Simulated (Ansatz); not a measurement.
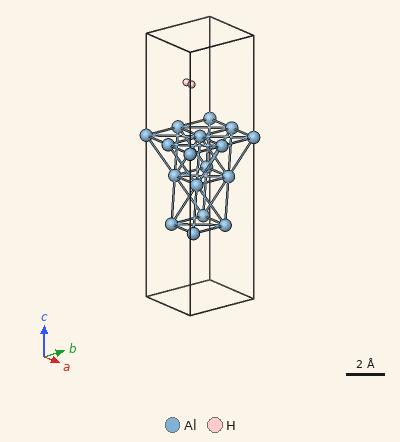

Figure 1. The structure as given in the input (ball-and-stick view of the cell of the calculation, with the vacuum cut short, seen slightly off an axis). An atom can appear more than once, as a periodic image.

**Two runs on Al6H**

System: Al6H (slab, 14 atoms in the cell).
Method of run 1: DFT PBE, scalar-relativistic, plane waves, PAW, PAW set soft_1, no spin polarisation (Ansatz 0.2.0).

The structure derives from an entry of the Crystallography Open Database. Text and figures count atoms from 1; the logs count them from 0 in places.

The input, run 1:
```yaml
crystal:
  lattice:
    - [5.7135165837, 0.0, 0.0]
    - [-2.8567582918, 4.9480505064, 0.0]
    - [0.0, 0.0, 22.601378209]
  atoms:
    - { symbol: Al, position: [0.3333333333, 0.1666666667, 0.1769803577] }
    - { symbol: Al, position: [0.3333333333, 0.6666666667, 0.1769803577] }
    - { symbol: Al, position: [0.8333333333, 0.1666666667, 0.1769803577] }
    - { symbol: Al, position: [0.8333333333, 0.6666666667, 0.1769803577] }
    - { symbol: Al, position: [0.1666666667, 0.3333333333, 0.2787759109] }
    - { symbol: Al, position: [0.1666666667, 0.8333333333, 0.2787759109] }
    - { symbol: Al, position: [0.6666666667, 0.3333333333, 0.2787759109] }
    - { symbol: Al, position: [0.6666666667, 0.8333333333, 0.2787759109] }
    - { symbol: Al, position: [0.0, 0.0, 0.380568748] }
    - { symbol: Al, position: [0.0, 0.5, 0.380568748] }
    - { symbol: Al, position: [0.5, 0.0, 0.380568748] }
    - { symbol: Al, position: [0.5, 0.5, 0.380568748] }
    - { symbol: H, position: [0.1931173437, 0.5, 0.4956059805] }
    - { symbol: H, position: [0.3068826563, 0.5, 0.4956059805] }
basis:
  ecutwfc: 420
kpoints:
  mp_grid: { grid: [6, 6, 1] }
hamiltonian:
  xc: pbe
  pseudopotentials: { kind: paw, azcp: { folder: soft_1 } }
scf:
  occupations: { method: gaussian, width: 0.1 }
output:
  forces: true
  eigenvalues: true
efield:
  axis: 3
  dipole_correction: true
  ramp_width: 0.04
```

Launched with:
```bash
ansatz run input.yaml --threads 1 --pin off --max-ram 3072MiB --backend cpu --events-out ev --progress --plain --runs-dir out
```

Hardware: 1 thread of Arm Neoverse V2, 24 GiB of memory available, shared host.

Output, shortened to warnings, some set-up lines, iterations and results (run 1):
```
Basis set: ecut = 420 eV, 12591 PW (Γ), exchange–correlation on 80×80×320 points (8 copies of the dense FFT grid, shifted against one another)
Symmetry: 2 space group operations
k-points: 13 of 36 (time reversal used)
[...]
SCF iter   1: F=—  HF=-6481.636513 eV  |F-HF|=—  |Δ(HF+E_count)|=         —  Δρ=2.68e-2  dr2=1.44e1  ethr=3.10e-3  p=0.000 e·Å  D=8.57e-7 V/Å  ΔV_dip=-0.00 eV  …
SCF iter   2: F=—  HF=-6478.899569 eV  |F-HF|=—  |Δ(HF+E_count)|=    2.74e0  Δρ=1.07e-2  dr2=2.77e0  ethr=3.10e-3  p=-0.004 e·Å  D=-1.03e-3 V/Å  ΔV_dip=0.02 eV  …
SCF iter   3: F=—  HF=-6478.617970 eV  |F-HF|=—  |Δ(HF+E_count)|=   2.82e-1  Δρ=1.69e-3  dr2=1.15e-1  ethr=3.10e-3  p=0.019 e·Å  D=5.29e-3 V/Å  ΔV_dip=-0.12 eV  …
SCF iter   4: F=—  HF=-6478.604271 eV  |F-HF|=—  |Δ(HF+E_count)|=   1.37e-2  Δρ=3.96e-4  dr2=1.55e-3  ethr=3.04e-4  p=0.016 e·Å  D=4.64e-3 V/Å  ΔV_dip=-0.10 eV  …
SCF iter   5: F=—  HF=-6478.604414 eV  |F-HF|=—  |Δ(HF+E_count)|=   1.43e-4  Δρ=9.10e-5  dr2=2.33e-4  ethr=4.09e-6  p=0.019 e·Å  D=5.44e-3 V/Å  ΔV_dip=-0.12 eV  …
SCF iter   6: F=—  HF=-6478.604447 eV  |F-HF|=—  |Δ(HF+E_count)|=   3.24e-5  Δρ=4.08e-5  dr2=5.55e-5  ethr=6.13e-7  p=0.019 e·Å  D=5.42e-3 V/Å  ΔV_dip=-0.12 eV  …
SCF iter   7: F=—  HF=-6478.604376 eV  |F-HF|=—  |Δ(HF+E_count)|=   7.10e-5  Δρ=8.41e-6  dr2=9.56e-7  ethr=1.46e-7  p=0.019 e·Å  D=5.47e-3 V/Å  ΔV_dip=-0.12 eV  …
SCF iter   8: F=-6478.604377 eV  HF=-6478.604377 eV  |F-HF|=4.30e-8  |Δ(HF+E_count)|=   1.00e-6  Δρ=1.52e-6  dr2=4.50e-8  ethr=2.63e-10  p=0.019 e·Å  D=5.47e-3 V/Å  …
SCF 1 converged in 8 iterations: F = -6478.604377 eV  dr2 = 4.50e-8
SCF converged after 8 iterations
Free energy (F): -6478.604377 eV
Harris-Foulkes:  -6478.604377 eV  (|F-HF|=4.30e-8)
Internal energy: -6478.571219 eV  (E = F + TS)
E sigma→0 (E₀):  -6478.587798 eV
Entropy (-TS):   -0.033158 eV (-2.368 meV/atom)
Fermi energy:    -0.125702 eV
Dipole field:    D = 0.005441 V/Å  (p = 0.019213 e·Å, saw-weighted, corrected)
Work function:   Φ+ = 3.8214 eV   Φ− = 3.9444 eV
Levels:          The Fermi level and band energies are counted from a zero that moves with the ramp; work functions are not
--- Per-component energies (eV) ---
  E_band       = -166.287003
  E_kinetic    = 287.039947
  E_local      = -7639.738188  (includes V_loc(G=0)·N_el)
  E_nonlocal   = 123.310117
  E_hartree    = 3734.970097
  E_xc         = -462.882892
  E_vxc        = -363.147506  (∫ρ·V_xc dr)
  E_paw        = -5634.294273  (= ΣΔE_a)
  E_vpaw       = -43.904858  (= ΣTr[D̂ρ^β])
  E_aug_tail   = -0.002617  (compensation charges beyond the density's cutoff)
  E_efield     = 0.000052  (sawtooth field / dipole correction)
  E_vefield    = 0.215563  (∫n·V_field dr)
  E_ewald      = 3113.026539
  E_smearing   = -0.033158  (= −TS)
  E_closure    = 0.000000  (closes the sum)
  Σ components = -6478.604377   (vs F -6478.604377, Δ=0.00e0)
--- Forces (eV/Å), atoms counted from 1 ---
  atom   1  Al    -0.00155319    -0.00570053    -0.00917659
  atom   2  Al    -0.00000000    -0.00331152    -0.01598338
  atom   3  Al     0.00155319    -0.00570053    -0.00917659
  atom   4  Al     0.00000000     0.01505079    -0.01035939
  atom   5  Al     0.00000000     0.01614444    -0.03165676
  atom   6  Al    -0.00047632    -0.00598878    -0.01235178
  atom   7  Al     0.00000000     0.01406757     0.01979290
  atom   8  Al     0.00047632    -0.00598878    -0.01235178
  atom   9  Al     0.00000000     0.00797029    -0.00957552
  atom  10  Al    -0.03154153     0.00283622    -0.14147780
  atom  11  Al    -0.00000000    -0.01616983    -0.01466086
  atom  12  Al     0.03154153     0.00283622    -0.14147780
  atom  13  H     -4.91385206    -0.00802261     0.19425173
  atom  14  H      4.91385206    -0.00802261     0.19425173
  max |Σ_I F_I| component: 4.81e-5 eV/Å
```

For run 2 the input was changed thus:
```diff
-    - { symbol: H, position: [0.1931173437, 0.5, 0.4956059805] }
-    - { symbol: H, position: [0.3068826563, 0.5, 0.4956059805] }
+    - { symbol: H, position: [0.1843661658, 0.5, 0.4429543241] }
+    - { symbol: H, position: [0.3156338342, 0.5, 0.4429543241] }
+  symmetry: { detect: false }
-  ecutwfc: 420
+  ecutwfc: "18.4 Ry"
+  convergence: { dr2_threshold: 1.0e-09 }
```

Predict how the results change.

With the same functional and potentials, run 2 lies 138.8 meV per atom higher (other lines of the input change too). The largest force goes from 4.918 to 2.566 eV/Å. The SCF takes 10 iterations against 8. The irreducible k-points go from 13 to 20. The plane waves at Γ go from 12591 to 5813.

Output, shortened to warnings, some set-up lines, iterations and results (run 2):
```
Warning: basis.ecutwfc = 250.34475346308957 eV is below the records' recommended 420 eV, and the density's cutoff is lower with it unless basis.ecutrho_ratio is high enough to keep the records' density cutoff: compare with a run at a higher cutoff
Basis set: ecut = 250.34475346308957 eV, 5813 PW (Γ), exchange–correlation on 60×60×240 points (8 copies of the dense FFT grid, shifted against one another)
Symmetry: 1 space group operations
k-points: 20 of 36 (time reversal used)
Initial density: superposition of atomic densities (neutral atoms: chi_scale 0, normalization atom)
[...]
SCF iter   1: F=—  HF=-6479.209931 eV  |F-HF|=—  |Δ(HF+E_count)|=         —  Δρ=2.23e-2  dr2=1.26e1  ethr=3.10e-3  p=-0.000 e·Å  D=-6.17e-6 V/Å  ΔV_dip=0.00 eV  …
SCF iter   2: F=—  HF=-6476.785933 eV  |F-HF|=—  |Δ(HF+E_count)|=    2.42e0  Δρ=8.29e-3  dr2=1.65e0  ethr=3.10e-3  p=0.038 e·Å  D=1.08e-2 V/Å  ΔV_dip=-0.24 eV  …
SCF iter   3: F=—  HF=-6476.677764 eV  |F-HF|=—  |Δ(HF+E_count)|=   1.08e-1  Δρ=1.98e-3  dr2=1.67e-1  ethr=3.10e-3  p=0.029 e·Å  D=8.32e-3 V/Å  ΔV_dip=-0.19 eV  …
SCF iter   4: F=—  HF=-6476.662195 eV  |F-HF|=—  |Δ(HF+E_count)|=   1.56e-2  Δρ=4.79e-4  dr2=5.17e-3  ethr=4.40e-4  p=0.035 e·Å  D=9.77e-3 V/Å  ΔV_dip=-0.22 eV  …
SCF iter   5: F=—  HF=-6476.661973 eV  |F-HF|=—  |Δ(HF+E_count)|=   2.22e-4  Δρ=1.31e-4  dr2=3.82e-4  ethr=1.36e-5  p=0.032 e·Å  D=9.10e-3 V/Å  ΔV_dip=-0.21 eV  …
SCF iter   6: F=—  HF=-6476.662079 eV  |F-HF|=—  |Δ(HF+E_count)|=   1.06e-4  Δρ=3.25e-5  dr2=1.58e-5  ethr=1.01e-6  p=0.032 e·Å  D=9.01e-3 V/Å  ΔV_dip=-0.20 eV  …
SCF iter   7: F=—  HF=-6476.660875 eV  |F-HF|=—  |Δ(HF+E_count)|=   1.20e-3  Δρ=1.22e-5  dr2=2.93e-6  ethr=4.16e-8  p=0.031 e·Å  D=8.91e-3 V/Å  ΔV_dip=-0.20 eV  …
SCF iter   8: F=—  HF=-6476.660921 eV  |F-HF|=—  |Δ(HF+E_count)|=   4.65e-5  Δρ=3.23e-6  dr2=1.73e-7  ethr=7.70e-9  p=0.031 e·Å  D=8.88e-3 V/Å  ΔV_dip=-0.20 eV  …
SCF iter   9: F=—  HF=-6476.660922 eV  |F-HF|=—  |Δ(HF+E_count)|=   2.92e-7  Δρ=1.04e-6  dr2=1.96e-8  ethr=4.57e-10  p=0.031 e·Å  D=8.86e-3 V/Å  ΔV_dip=-0.20 eV  …
SCF iter  10: F=-6476.660922 eV  HF=-6476.660922 eV  |F-HF|=2.97e-9  |Δ(HF+E_count)|=   2.75e-8  Δρ=2.76e-7  dr2=9.15e-10  ethr=2.63e-12  p=0.031 e·Å  D=8.86e-3 V/Å  …
SCF 1 converged in 10 iterations: F = -6476.660922 eV  dr2 = 9.15e-10
SCF converged after 10 iterations
Free energy (F): -6476.660922 eV
Harris-Foulkes:  -6476.660922 eV  (|F-HF|=2.97e-9)
Internal energy: -6476.633025 eV  (E = F + TS)
E sigma→0 (E₀):  -6476.646973 eV
Entropy (-TS):   -0.027897 eV (-1.993 meV/atom)
Fermi energy:    -0.080659 eV
Dipole field:    D = 0.008856 V/Å  (p = 0.031270 e·Å, saw-weighted, corrected)
Work function:   Φ+ = 3.7588 eV   Φ− = 3.9590 eV
Levels:          The Fermi level and band energies are counted from a zero that moves with the ramp; work functions are not
--- Per-component energies (eV) ---
  E_band       = -170.115097
  E_kinetic    = 288.582220
  E_local      = -7966.468076  (includes V_loc(G=0)·N_el)
  E_nonlocal   = 124.903202
  E_hartree    = 3895.790638
  E_xc         = -464.097954
  E_vxc        = -364.890204  (∫ρ·V_xc dr)
  E_paw        = -5634.530785  (= ΣΔE_a)
  E_vpaw       = -43.990750  (= ΣTr[D̂ρ^β])
  E_aug_tail   = -0.004954  (compensation charges beyond the density's cutoff)
  E_efield     = 0.000138  (sawtooth field / dipole correction)
  E_vefield    = 0.171795  (∫n·V_field dr)
  E_ewald      = 3279.192545
  E_smearing   = -0.027897  (= −TS)
  E_closure    = 0.000000  (closes the sum)
  Σ components = -6476.660922   (vs F -6476.660922, Δ=0.00e0)
--- Forces (eV/Å), atoms counted from 1 ---
  atom   1  Al     0.07445492    -0.08725755    -0.16055106
  atom   2  Al     0.00000012     0.08698845    -0.14669644
  atom   3  Al    -0.07445491    -0.08725769    -0.16055109
  atom   4  Al    -0.00000012     0.11554203    -0.16765299
  atom   5  Al     0.00000004     0.03071866     0.19748109
  atom   6  Al    -0.07510115     0.06829083    -0.04673846
  atom   7  Al    -0.00000005    -0.02227751     0.04789727
  atom   8  Al     0.07510115     0.06829079    -0.04673851
  atom   9  Al    -0.00000004    -0.19171375    -0.08736627
  atom  10  Al    -1.07144492    -0.00767900    -0.90480001
  atom  11  Al     0.00000003     0.15998073    -0.15854169
  atom  12  Al     1.07144494    -0.00767896    -0.90480005
  atom  13  H     -2.22920075    -0.06297298     1.26953273
  atom  14  H      2.22920064    -0.06297296     1.26953275
  max |Σ_I F_I| component: 7.28e-6 eV/Å
```

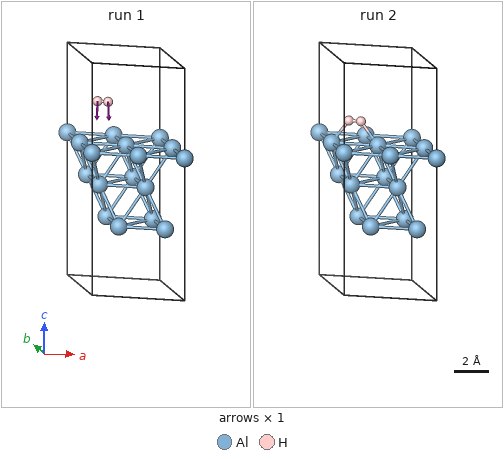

Figure 2. The two input geometries at one scale (ball-and-stick view of the cell of the calculation, with the vacuum cut short, seen slightly off an axis). The pink arrows on the first give the shifts of the atoms relative to the cell, at true length. The largest moves, 1.19 Å, are those of H atoms. Al stays in place. The cell stays as it was. Among the contacts that change: Al–H 2.824 → 1.760 Å, H–H 0.650 → 0.750 Å.

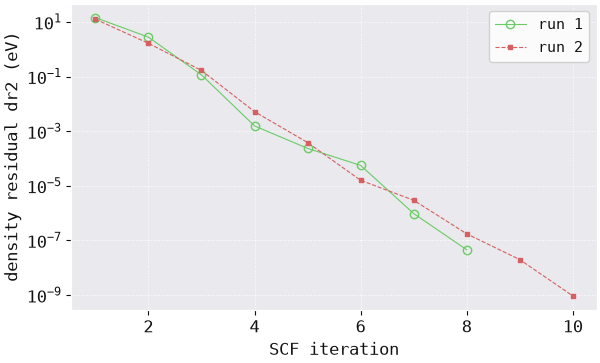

Figure 3. Convergence of the two runs: density residual dr2 against the SCF iteration. Run 1 takes 8 iterations in all, and run 2 takes 10.

The two runs side by side:

```tsv
quantity	run 1	run 2
outcome	converged	converged
free energy per atom (eV)	−462.7575	−462.6186
energy per atom, smearing taken to zero (eV)	−462.7563	−462.6176
gap on the mesh (eV)	0.00	0.00
work function (eV)	3.82	–
largest force (eV/Å)	4.918	2.566
SCF iterations	8	10
irreducible k-points	13	20
plane waves at Γ	12591	5813
wall time (shared host)	23 s	17 s
```

For run 2: These settings are looser than, or depart from, a standard set-up, so the numbers are not reference values for this system. Warnings: the cutoff is below the recommended one.
